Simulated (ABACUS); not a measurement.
**Band-structure run, with input and output: CsSnI3 (part 2 of 2)**

Continued. System: CsSnI3 (Pm-3m, 5 atoms in the cell). Method: Kohn-Sham DFT of a periodic cell, PBEsol, Ansatz NC PBE, no spin polarisation (ABACUS 3.10.1); cutoff 993.22 eV, 4×4×4 k-mesh, fermi-dirac of 0.05 eV. The structure derives from an entry of the Crystallography Open Database.

Geometry of the input (Å; fractional positions):
```
6.2057  0.0000  0.0000
0.0000  6.2057  0.0000
0.0000  0.0000  6.2057
Cs 0.0000  0.0000  0.0000
I  0.5000  0.5000  0.0000
I  0.5000  0.0000  0.5000
I  0.0000  0.5000  0.5000
Sn 0.5000  0.5000  0.5000
```

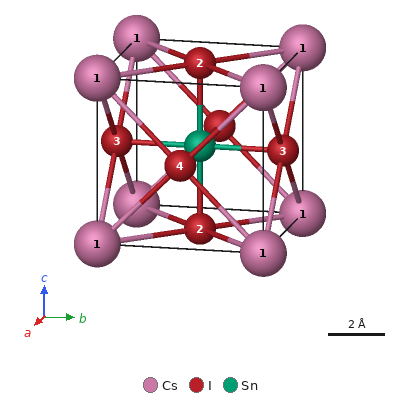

**Figure 1.** The input geometry (ball-and-stick view of the cell of the calculation, seen slightly off an axis; atoms are numbered from 1 in the order of the input). An atom can appear more than once, as a periodic image.

**The program's output, continued**
```
----------------------------------------------------------

 PW ALGORITHM --------------- ION=   1  ELEC=   3--------------------------------

 Density error is 0.00190540251267
                          Error Threshold = 2.02755651608e-05
----------------------------------------------------------
     Energy           Rydberg                 eV
----------------------------------------------------------
 E_KohnSham     -286.1725887613      -3893.5778185649
 E_Harris       -286.0688916878      -3892.1669474984
 E_Fermi        0.3124609144         4.2512488380
----------------------------------------------------------

 PW ALGORITHM --------------- ION=   1  ELEC=   4--------------------------------

 Density error is 0.000103945189687
                          Error Threshold = 4.33046025607e-06
----------------------------------------------------------
     Energy           Rydberg                 eV
----------------------------------------------------------
 E_KohnSham     -286.1728393273      -3893.5812276904
 E_Harris       -286.1458180613      -3893.2135845055
 E_Fermi        0.3169624945         4.3124959774
----------------------------------------------------------

 PW ALGORITHM --------------- ION=   1  ELEC=   5--------------------------------

 Density error is 2.45359155865e-06
                          Error Threshold = 2.3623906747e-07
----------------------------------------------------------
     Energy           Rydberg                 eV
----------------------------------------------------------
 E_KohnSham     -286.1728725937      -3893.5816803017
 E_Harris       -286.1666944407      -3893.4976222181
 E_Fermi        0.3180489145         4.3272774800
----------------------------------------------------------

 PW ALGORITHM --------------- ION=   1  ELEC=   6--------------------------------

 Density error is 2.3377608757e-07
                          Error Threshold = 5.57634445148e-09
----------------------------------------------------------
     Energy           Rydberg                 eV
----------------------------------------------------------
 E_KohnSham     -286.1728742264      -3893.5817025164
 E_Harris       -286.1706717109      -3893.5517357559
 E_Fermi        0.3181760839         4.3290077083
----------------------------------------------------------

 PW ALGORITHM --------------- ION=   1  ELEC=   7--------------------------------

 Density error is 4.74579569064e-09
                          Error Threshold = 5.31309289932e-10
----------------------------------------------------------
     Energy           Rydberg                 eV
----------------------------------------------------------
 E_KohnSham     -286.1728743103      -3893.5817036578
 E_KS(sigma->0) -286.1728135290      -3893.5808766865
 E_Harris       -286.1733118477      -3893.5876566598
 E_band         -20.1317832502       -273.9069631039
 E_one_elec     -120.4682566141      -1639.0547180774
 E_Hartree      77.3365267430        1052.2174272335
 E_xc           -85.0335989232       -1156.9414668018
 E_Ewald        -158.0074239535      -2149.8012920696
 E_entropy(-TS) -0.0001215625        -0.0016539426
 E_descf        0.0000000000         0.0000000000
 E_exx          0.0000000000         0.0000000000
 E_Fermi        0.3182257891         4.3296839829
----------------------------------------------------------

 charge density convergence is achieved
 final etot is -3893.5817037 eV
 EFERMI = 4.3296839829 eV
The vacuum level is 7.0278835294 eV

 STATE ENERGY(eV) AND OCCUPATIONS    NSPIN == 1
 1/10 kpoint (Cartesian) = 0.0000 0.0000 0.0000 (4284 pws)
       1       -17.9475      0.0312500
       2       -17.7720      0.0312500
       3       -17.7720      0.0312500
       4       -17.7510      0.0312500
       5       -17.7510      0.0312500
       6       -17.7510      0.0312500
       7       -9.02967      0.0312500
       8       -8.28477      0.0312500
       9       -8.28477      0.0312500
      10       -4.77977      0.0312500
      11       -4.77977      0.0312500
      12       -4.77977      0.0312500
      13       -2.05257      0.0312500
      14      -0.520499      0.0312500
      15      -0.520499      0.0312500
      16      -0.520499      0.0312500
      17        1.91148      0.0312500
      18        1.91148      0.0312500
      19        1.91148      0.0312500
      20        2.07573      0.0312500
      21        2.07573      0.0312500
      22        2.07573      0.0312500
      23        6.29192    2.82536e-19
      24        7.24458    1.50103e-27
      25        7.24458    1.50103e-27
      26        7.56668    2.39119e-30
      27        7.56668    2.39119e-30
      28        7.56668    2.39119e-30
      29        8.90313    5.89344e-42
      30        8.90313    5.89344e-42
      31        8.90313    5.89344e-42
      32        9.96418    3.58314e-51
      33        9.96418    3.58314e-51

 2/10 kpoint (Cartesian) = 0.040286 0.0000 0.0000 (4263 pws)
       1       -17.9473       0.187500
       2       -17.7720       0.187500
       3       -17.7712       0.187500
       4       -17.7511       0.187500
       5       -17.7511       0.187500
       6       -17.7510       0.187500
       7       -8.95039       0.187500
       8       -8.38062       0.187500
       9       -8.28316       0.187500
      10       -4.77606       0.187500
      11       -4.77606       0.187500
      12       -4.76947       0.187500
      13       -2.61413       0.187500
      14      -0.465870       0.187500
      15      -0.465870       0.187500
      16       0.505889       0.187500
      17        1.79800       0.187500
      18        1.79800       0.187500
      19        1.82273       0.187500
      20        1.99759       0.187500
      21        1.99759       0.187500
      22        2.06779       0.187500
      23        6.89344    1.01036e-23
      24        7.07581    2.63304e-25
      25        7.59783    7.69502e-30
      26        7.74759    3.85017e-31
      27        7.77543    2.20594e-31
      28        8.08226    4.77005e-34
      29        8.08226    4.77005e-34
      30        8.81116    2.22534e-40
      31        8.81116    2.22534e-40
      32        9.30548    1.13190e-44
      33        10.4243    2.16883e-54

 3/10 kpoint (Cartesian) = 0.080571 0.0000 0.0000 (4272 pws)
       1       -17.9471      0.0937500
       2       -17.7720      0.0937500
       3       -17.7704      0.0937500
       4       -17.7512      0.0937500
       5       -17.7512      0.0937500
       6       -17.7510      0.0937500
       7       -8.82741      0.0937500
       8       -8.52029      0.0937500
       9       -8.28154      0.0937500
      10       -4.77233      0.0937500
      11       -4.77233      0.0937500
      12       -4.76068      0.0937500
      13       -2.93872      0.0937500
      14      -0.405772      0.0937500
      15      -0.405772      0.0937500
      16        1.13498      0.0937500
      17        1.65860      0.0937500
      18        1.65860      0.0937500
      19        1.73999      0.0937500
      20        1.94855      0.0937500
      21        1.94855      0.0937500
      22        2.66994      0.0937500
      23        5.26791    6.64762e-10
      24        7.88222    1.30329e-32
      25        8.02531    7.45062e-34
      26        8.35724    9.75131e-37
      27        8.41557    3.03687e-37
      28        8.43369    2.11366e-37
      29        8.53391    2.84804e-38
      30        8.53391    2.84804e-38
      31        9.52884    6.49584e-47
      32        9.52884    6.49584e-47
      33        9.63359    7.99577e-48

 4/10 kpoint (Cartesian) = 0.040286 0.040286 0.0000 (4271 pws)
       1       -17.9471       0.375000
       2       -17.7716       0.375000
       3       -17.7708       0.375000
       4       -17.7512       0.375000
       5       -17.7511       0.375000
       6       -17.7511       0.375000
       7       -8.87266       0.375000
       8       -8.40735       0.375000
       9       -8.33835       0.375000
      10       -4.77768       0.375000
      11       -4.77270       0.375000
      12       -4.76701       0.375000
      13       -3.06287       0.375000
      14      -0.401541       0.375000
      15       0.260694       0.375000
      16       0.704151       0.375000
      17        1.43217       0.375000
      18        1.73958       0.375000
      19        1.85431       0.375000
      20        1.91664       0.375000
      21        2.13314       0.375000
      22        2.20556       0.375000
      23        6.84038    5.84013e-23
      24        7.00064    2.36824e-24
      25        7.35248    2.08152e-27
      26        7.87919    5.53881e-32
      27        8.01888    3.38892e-33
      28        8.09055    8.08284e-34
      29        8.33972    5.53726e-36
      30        8.67129    7.29966e-39
      31        8.88372    1.04263e-40
      32        9.72468    5.17192e-48
      33        9.97031    3.80366e-50

 5/10 kpoint (Cartesian) = 0.080571 0.040286 0.0000 (4252 pws)
       1       -17.9469       0.375000
       2       -17.7715       0.375000
       3       -17.7701       0.375000
       4       -17.7513       0.375000
       5       -17.7512       0.375000
       6       -17.7511       0.375000
       7       -8.74642       0.375000
       8       -8.52078       0.375000
       9       -8.35569       0.375000
      10       -4.77501       0.375000
      11       -4.76962       0.375000
      12       -4.76934       0.375000
      13       -3.36303       0.375000
      14      -0.329579       0.375000
      15       0.514081       0.375000
      16       0.928348       0.375000
      17        1.49589       0.375000
      18        1.62247       0.375000
      19        1.77006       0.375000
      20        1.88897       0.375000
      21        2.22565       0.375000
      22        2.83799       0.375000
      23        5.12752    4.40652e-08
      24        6.82161    8.49990e-23
      25        8.17206    1.58347e-34
      26        8.20955    7.48096e-35
      27        8.31830    8.49903e-36
      28        8.51171    1.77571e-37
      29        8.68121    5.98570e-39
      30        9.12725    7.99655e-43
      31        9.16863    3.49538e-43
      32        9.31239    1.97137e-44
      33        9.66238    1.79818e-47

 6/10 kpoint (Cartesian) = 0.080571 0.080571 0.0000 (4256 pws)
       1       -17.9467      0.0937500
       2       -17.7712      0.0937500
       3       -17.7696      0.0937500
       4       -17.7513      0.0937500
       5       -17.7512      0.0937500
       6       -17.7512      0.0937500
       7       -8.57442      0.0937500
       8       -8.52128      0.0937500
       9       -8.52128      0.0937500
      10       -4.77760      0.0937500
      11       -4.77760      0.0937500
      12       -4.76634      0.0937500
      13       -3.66425      0.0937500
      14      -0.242328      0.0937500
      15       0.759498      0.0937500
      16        1.51527      0.0937500
      17        1.51527      0.0937500
      18        1.58713      0.0937500
      19        1.58713      0.0937500
      20        1.71537      0.0937500
      21        2.51185      0.0937500
      22        3.46278      0.0937500
      23        4.94232    4.47351e-07
      24        4.94232    4.47351e-07
      25        8.17773    3.53379e-35
      26        8.36452    8.43038e-37
      27        8.53018    3.06865e-38
      28        9.05621    8.27677e-43
      29        9.34568    2.53283e-45
      30        9.34568    2.53283e-45
      31        9.35663    2.03460e-45
      32        9.35663    2.03460e-45
      33        9.36658    1.66747e-45

[... levels at 4 further k points ...]

------------------------------------------------------------------------------------------
 TOTAL-FORCE (eV/Angstrom)
------------------------------------------------------------------------------------------
                       Cs1         0.0000000000         0.0000000000         0.0000000000
                        I1         0.0000000000         0.0000000000         0.0000000000
                        I2         0.0000000000         0.0000000000         0.0000000000
                        I3         0.0000000000         0.0000000000         0.0000000000
                       Sn1         0.0000000000         0.0000000000         0.0000000000
------------------------------------------------------------------------------------------

----------------------------------------------------------------
 TOTAL-STRESS (KBAR)
----------------------------------------------------------------
        -3.4670252157         0.0000000000         0.0000000000
        -0.0000000000        -3.4670252157        -0.0000000000
        -0.0000000000         0.0000000000        -3.4670252157
----------------------------------------------------------------
 TOTAL-PRESSURE: -3.467025 KBAR

 --------------------------------------------
 !FINAL_ETOT_IS -3893.5817036578000625 eV
 --------------------------------------------
```

**Standard output**
```
ABACUS v3.10.1

               Atomic-orbital Based Ab-initio Computation at UStc

 dft_functional readin is: pbesol
 dft_functional in pseudopot file is: PBE
 Please make sure this is what you need
 dft_functional readin is: pbesol
 dft_functional in pseudopot file is: PBE
 Please make sure this is what you need
 dft_functional readin is: pbesol
 dft_functional in pseudopot file is: PBE
 Please make sure this is what you need

%%%%%%%%%%%%%%%%%%%%%%%%%%%%%%%%%%%%%%%%%%%%%%%%%%%%%%%%%%%%%%%%%%%%%%%%%%%%%%%%%%%%%%%%%%%%%%%%%%%%%%%%%
 Warning: the number of valence electrons in pseudopotential > 1 for Cs: [Xe] 6s1
 Warning: the number of valence electrons in pseudopotential > 4 for Sn: [Kr] 4d10 5s2 5p2
 Pseudopotentials with additional electrons can yield (more) accurate outcomes, but may be less efficient.
 If you're confident that your chosen pseudopotential is appropriate, you can safely ignore this warning.
%%%%%%%%%%%%%%%%%%%%%%%%%%%%%%%%%%%%%%%%%%%%%%%%%%%%%%%%%%%%%%%%%%%%%%%%%%%%%%%%%%%%%%%%%%%%%%%%%%%%%%%%%

 UNIFORM GRID DIM        : 64 * 64 * 64
 UNIFORM GRID DIM(BIG)   : 64 * 64 * 64
 ---------------------------------------------------------
 Self-consistent calculations for electrons
 ---------------------------------------------------------
 SPIN    KPOINTS         PROCESSORS  THREADS
 1       10              4           4
 ---------------------------------------------------------
 Use plane wave basis
 ---------------------------------------------------------
 ELEMENT NATOM       XC
 Cs      1
 I       3
 Sn      1
 ---------------------------------------------------------
 Initial plane wave basis and FFT box
 ---------------------------------------------------------
 -------------------------------------------
 SELF-CONSISTENT :
 -------------------------------------------
 START CHARGE      : atomic
 ITER       ETOT/eV          EDIFF/eV         DRHO     TIME/s
 DA1     -3.89332537e+03   0.00000000e+00   1.1144e-01   8.30
 DA2     -3.89357555e+03  -2.50186784e-01   8.9212e-03   3.34
 DA3     -3.89357782e+03  -2.26490451e-03   1.9054e-03   3.43
 DA4     -3.89358123e+03  -3.40912550e-03   1.0395e-04   3.96
 DA5     -3.89358168e+03  -4.52611271e-04   2.4536e-06   5.01
 DA6     -3.89358170e+03  -2.22147090e-05   2.3378e-07   4.57
 DA7     -3.89358170e+03  -1.14137776e-06   4.7458e-09   4.27
----------------------------------------------------------------
 TOTAL-STRESS (KBAR)
----------------------------------------------------------------
        -3.4670252157         0.0000000000         0.0000000000
        -0.0000000000        -3.4670252157        -0.0000000000
        -0.0000000000         0.0000000000        -3.4670252157
----------------------------------------------------------------
 TOTAL-PRESSURE: -3.467025 KBAR
```

**Summary**

- outcome: converged
- space group (tolerance 0.01 Å): Pm-3m (221)
- electrons treated: 44
- free energy: −3893.5817 eV
- Fermi energy: 4.330 eV
- gap on the k-point mesh: 0.23 eV
- pressure: −0.35 GPa
- largest force (length of the vector): under 0.001 eV/Å
- hardware: 4 threads of Intel Xeon @ 2.50GHz (Skylake/Cascade Lake), 64 GiB of memory available, shared host
- wall time: 38 s (CPU time 2.4 min)
- peak memory: 0.6 GiB
